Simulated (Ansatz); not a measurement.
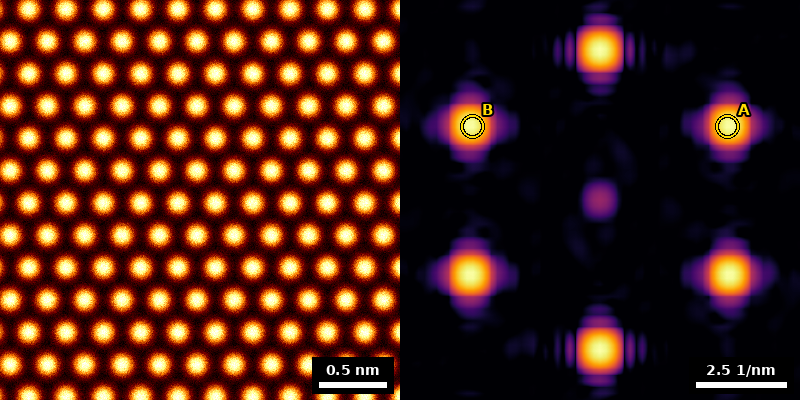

HAADF-like image of Ta (P6/mmm, No. 191) along [001]. The image is simulated as a sum over atoms of Z^1.8, blurred by a 1.27 Å probe (no channelling). The display is stretched by a gamma of 0.8; percentages refer to the linear signal. Shot noise was added. Model: the geometry given to an electronic-structure calculation, possibly off equilibrium; the starting structure was generated, so it need not be a known form of this composition.

The right panel is the modulus of the image's Fourier transform on a logarithmic scale.

a = 4.849 Å, b = 4.849 Å, c = 2.712 Å, α = 90.00°, β = 90.00°, γ = 120.00°

Question: Index the marked spots and give their plane spacings (the zone axis points at the viewer; indices equivalent by symmetry, or all signs reversed, are as good).

Answer: A: (2 -1 0), d = 2.42 Å; B: (-1 2 0), d = 2.42 Å. A and B enclose 120°, and every spot obeys the zone law hu + kv + lw = 0 for [001].
